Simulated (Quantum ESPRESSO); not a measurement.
# SrO (Fm-3m): a worked LO-TO splitting

Wanted: the LO mode of SrO (Fm-3m) from the TO mode and the field response.

Program: Quantum ESPRESSO 7.5. Level of theory: DFT LDA, scalar-relativistic, plane waves, JTH PAW pseudopotentials. Results are calculated unless marked as measured.

The database entry behind the starting cell differs from later determinations by our own check (about 0.5 % short), so it need not match the best structure at ambient conditions.

### Step 1. The relaxed structure

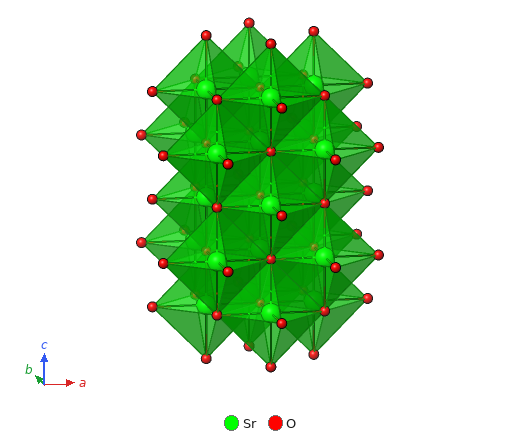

The cell as given, slightly off an axis (strontium green, oxygen red). 1×1×2 cells are drawn. This picture shows the conventional cell, with its axes. Some periodic images of atoms are drawn too.

Coordinates:

```cif
data_structure
_symmetry_space_group_name_H-M 'Fm-3m'
_symmetry_Int_Tables_number 225
_cell_length_a 5.0612
_cell_length_b 5.0612
_cell_length_c 5.0612
_cell_angle_alpha 90.000
_cell_angle_beta 90.000
_cell_angle_gamma 90.000
_cell_volume 129.65
loop_
_atom_site_label
_atom_site_type_symbol
_atom_site_symmetry_multiplicity
_atom_site_Wyckoff_symbol
_atom_site_fract_x
_atom_site_fract_y
_atom_site_fract_z
_atom_site_occupancy
Sr1 Sr 4 b 0.00000 0.50000 0.00000 1
O1 O 4 a 0.00000 0.00000 0.00000 1
```

This is the cell after its relaxation at this level of theory, not the database cell from which that began.

### Step 2. What the response run gave

A linear-response run on the relaxed cell, with the response to an electric field; only its zone-centre results are used. Cutoff 60 Ry, k mesh 8×8×8.

The log of the run:

```text
[banners, grids, parts of the stress and lines that vanish by symmetry left out]
Program PHONON v.7.5
     Reading xml data from directory:

[...]
Exchange-correlation= PW
                           (   1   4   0   0   0   0   0)
[...]
kinetic-energy cut-off    =      60.0000  Ry
     charge density cut-off    =     480.0000  Ry
     convergence threshold     =      1.0E-18
[...]
Exchange-correlation= PW
                           (   1   4   0   0   0   0   0)
[...]
q = (   0.0000000   0.0000000   0.0000000 )
     49 Sym.Ops. (with q -> -q+G )
     G cutoff =  556.1069  (  38949 G-vectors)     FFT grid: ( 48, 48, 48)
     G cutoff =  278.0534  (  13803 G-vectors)  smooth grid: ( 36, 36, 36)
     number of k points=    29
[...]
Mode symmetry, O_h (m-3m)  point group:
[...]
Dielectric constant
[...]
End of electric fields calculation
          Dielectric constant in cartesian axis
          (       3.872293112       0.000000000       0.000000000 )
          (       0.000000000       3.872293112      -0.000000000 )
          (       0.000000000      -0.000000000       3.872293112 )
          Effective charges (d Force / dE) in cartesian axis without acoustic sum rule applied (asr)
           atom    1  Sr    Mean Z*:        2.47367
      Ex  (        2.47367        0.00000        0.00000 )
      Ey  (        0.00000        2.47367        0.00000 )
      Ez  (       -0.00000        0.00000        2.47367 )
           atom    2  O     Mean Z*:       -2.46918
      Ex  (       -2.46918        0.00000       -0.00000 )
      Ey  (        0.00000       -2.46918       -0.00000 )
      Ez  (       -0.00000       -0.00000       -2.46918 )
          Effective charges Sum: Mean:        0.00449
[...]
Effective charges (d Force / dE) in cartesian axis with asr applied:
           atom    1  Sr    Mean Z*:        2.47143
[...]
atom    2  O     Mean Z*:       -2.47143
[...]
Representation #   1 modes #   1   2   3
[...]
End of self-consistent calculation
     Convergence has been achieved
     Representation #   2 modes #   4   5   6
[...]
End of self-consistent calculation
     Convergence has been achieved
[...]
Dielectric constant in cartesian axis
          (       3.872293112       0.000000000       0.000000000 )
          (       0.000000000       3.872293112      -0.000000000 )
          (       0.000000000      -0.000000000       3.872293112 )
          Effective charges (d Force / dE) in cartesian axis without acoustic sum rule applied (asr)
           atom    1  Sr    Mean Z*:        2.47367
      Ex  (        2.47367        0.00000        0.00000 )
      Ey  (        0.00000        2.47367        0.00000 )
      Ez  (       -0.00000        0.00000        2.47367 )
           atom    2  O     Mean Z*:       -2.46918
      Ex  (       -2.46918        0.00000       -0.00000 )
      Ey  (        0.00000       -2.46918       -0.00000 )
      Ez  (       -0.00000       -0.00000       -2.46918 )
          Effective charges Sum: Mean:        0.00449
[...]
Effective charges (d Force / dE) in cartesian axis with asr applied:
           atom    1  Sr    Mean Z*:        2.47143
[...]
atom    2  O     Mean Z*:       -2.47143
[...]
q = (    0.000000000   0.000000000   0.000000000 )
[...]
freq (    1) =       0.038285 [THz] =       1.277058 [cm-1]
     freq (    2) =       0.038285 [THz] =       1.277058 [cm-1]
     freq (    3) =       0.038285 [THz] =       1.277058 [cm-1]
     freq (    4) =       6.461905 [THz] =     215.545953 [cm-1]
     freq (    5) =       6.461905 [THz] =     215.545953 [cm-1]
     freq (    6) =       6.461905 [THz] =     215.545953 [cm-1]
[...]
Mode symmetry, O_h (m-3m)  point group:
     freq (   1-   3) =          1.3  [cm-1]   --> T_1u G_15  G_4- I
     freq (   4-   6) =        215.5  [cm-1]   --> T_1u G_15  G_4- I

   JOB DONE.
```

```tsv
quantity	value
cell volume Ω (Å³)	32.412
mass of Sr (u)	87.620
mass of O (u)	15.999
Born charge of Sr, raw (e)	2.474
Born charge of O, raw (e)	-2.469
ε∞	3.872
ω(TO) after the sum rule (cm⁻¹)	215.5
```

### Step 3. The calculation

The charges must sum to zero over the cell; taking off their mean, 0.002 e, leaves Z* = 2.471 e on Sr. In the polar mode Sr moves against O, so the reduced mass is μ = 87.62 × 16.00 / 103.62 = 13.529 u.

A longitudinal wave builds up a field that adds to the restoring force: ω(LO)² = ω(TO)² + 4π Z*² / (μ Ω ε∞), in Hartree atomic units. With μ = 24661 electron masses and Ω = 218.73 bohr³ the second term is 3.6747e-06 Ha², or 177009 cm⁻² (1 Ha = 219474.6 cm⁻¹).

So ω(LO) = √(46453 + 177009) = 472.7 cm⁻¹, and by the Lyddane-Sachs-Teller relation ε₀ = ε∞ (ω(LO)/ω(TO))² = 18.63.

### Step 4. Check against the program

The analysis program adds the same non-analytic term to the full matrix, here for q along (1 0 0).

The log of the run:

```text
[banner, memory and clock lines left out]
Program DYNMAT v.7.5

     Reading Dynamical Matrix from file g.dyn
     ...Force constants read
     ...epsilon and Z* read

     Polarizability (A^3 units)
     multiply by 0.510874 for Clausius-Mossotti correction
         7.408366    0.000000    0.000000
         0.000000    7.408366   -0.000000
         0.000000   -0.000000    7.408366

     IR activities are in (D/A)^2/amu units

# mode   [cm-1]    [THz]      IR
    1     -0.00   -0.0000    0.0000
    2      0.00    0.0000    0.0000
    3      0.00    0.0000    0.0000
    4    215.53    6.4614   10.4162
    5    215.53    6.4614   10.4162
    6    472.72   14.1716   10.4162
```

ε₀ comes from the program's run without a direction of q.

```tsv
quantity	by hand	program
ω(LO) (cm⁻¹)	472.7	472.7
ε₀	18.63	18.63
```

### Step 5. What came out

```yaml
to_mode: 215.5 cm⁻¹
lo_mode: 472.7 cm⁻¹
static_dielectric_constant: 18.63
```

The LO mode of SrO (Fm-3m) lies at 473 cm⁻¹, 257 cm⁻¹ above the TO mode; the formula meets the program within 0.1 cm⁻¹, as it must for a cubic crystal with one polar mode. ω(LO)² − ω(TO)² goes with Z*²/ε∞: an error of 5 % in ε∞ would move the LO mode by 9.0 cm⁻¹, and semilocal functionals tend to overestimate ε∞. These are harmonic values at zero temperature, at the volume of this functional, for the structure held cubic; stability elsewhere in the zone is no part of this calculation.

[Host names and launcher messages were left out of these logs when they were recorded.]

[Logs are printed without paths, hosts, clocks, repeated set-up lines and the standing remarks that a program may print on its own settings, such as how far it seeks lower states.]

[Hosts, paths, dates, database ids (printed as entryN), source tags and the programs' standing remarks are cut or masked in the printed files.]
